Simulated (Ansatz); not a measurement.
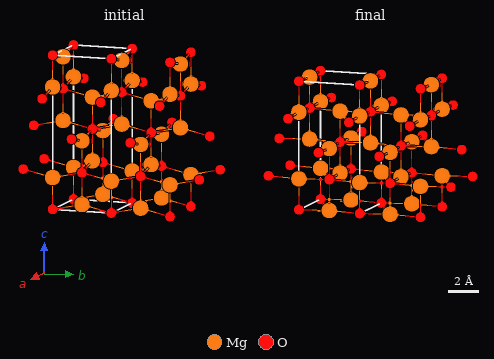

The structure of crystalline Mg$_{2}$O (built on the anatase_141 type) (coarse preliminary run) before (left) and after (right) a relaxation, at one scale.

The picture is a ball-and-stick view of the conventional cell (2 times the calculation's cell), repeated 1 × 2 × 1 with one cell outlined, seen slightly off an axis. Lengths and directions refer to the drawn axes.

Case: anti-anatase type (I4_1/amd, No. 141).

Computed with DFT PBE, scalar-relativistic, plane waves, PAW in Ansatz 0.2.0. Settings: plane-wave cutoff 420 eV; k-point mesh 6 × 6 × 6; occupations gaussian; smearing width 0.1 eV; no spin polarisation; cell and atoms relaxed; force threshold 0.04 eV/Å; at most 70 steps.

What changed between the two?

The largest moves relative to the cell, 0.30 Å, are those of Mg atoms. O stays in place. The drawn cell changes as follows: a = b 4.209 → 4.362 Å (+3.6 %), c 10.580 → 8.816 Å (−16.7 %); the volume changes by −10.5 %. Near-neighbour distances that change, for instance: Mg–Mg 2.722 → 2.990 Å, Mg–O 2.186 → 2.124 Å, Mg–O 2.154 → 2.182 Å. Bond angles that change, for instance: Mg–O–Mg 155.4° → 175.8°, O–Mg–O 155.4° → 175.8°, Mg–O–Mg 77.7° → 87.9°. The space group stays I4_1/amd (No. 141). The energy falls by 174 meV per atom in 5 accepted moves (6 points after the start). The largest force component goes from 1.1 to 0.00049 eV/Å. Pressure: −1.47 GPa at the start and 0.08 GPa at the end. At 1 point the geometry stayed and the basis and grid were re-selected for the new cell (energy shift of 0.3 meV per atom at most each time). The run took 30 s on 1 thread of Intel(R) Xeon(R) Platinum 8375C CPU @ 2.90GHz (Ice Lake), on a shared host, peak memory 0.44 GiB.
